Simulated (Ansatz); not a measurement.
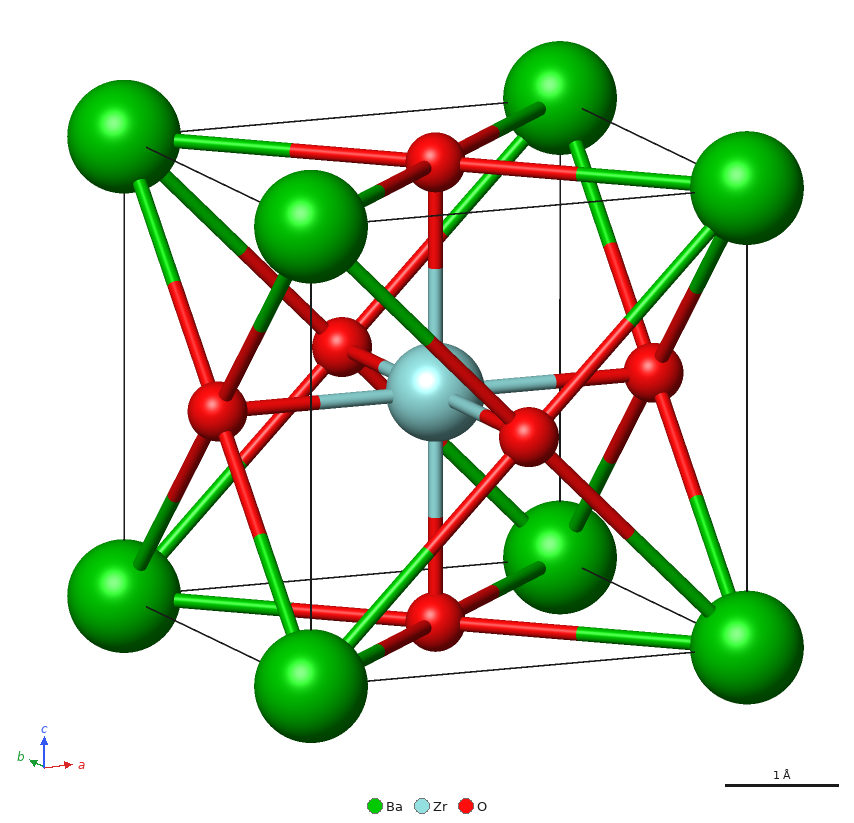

An orthographic ball-and-stick view of the structure, slightly off an axis. Lines trace the edges of the unit cell.

BaZrO3, a = 4.21 Å, b = 4.21 Å, c = 4.16 Å, α = 90.00°, β = 90.00°, γ = 90.00°.

Electronic-structure method: DFT, r2SCAN, plane waves, PAW (Ansatz 0.2.0). Parameters: a 500 eV plane-wave basis, a 6×6×6 k-point grid, no spin polarisation.

Metal, semiconductor or insulator?

Answer. An insulator at this level, with a gap of 3.72 eV, indirect; the smallest direct gap is 3.93 eV.

What does the calculation give for ε∞?

Answer. ε∞ averages 4.5.

Provenance: a structure type filled with these elements by a generator (whether the compound takes this form wasn't checked). The cell was then strained or its atoms displaced on purpose. Ansatz was used for an electronic-structure calculation on it.
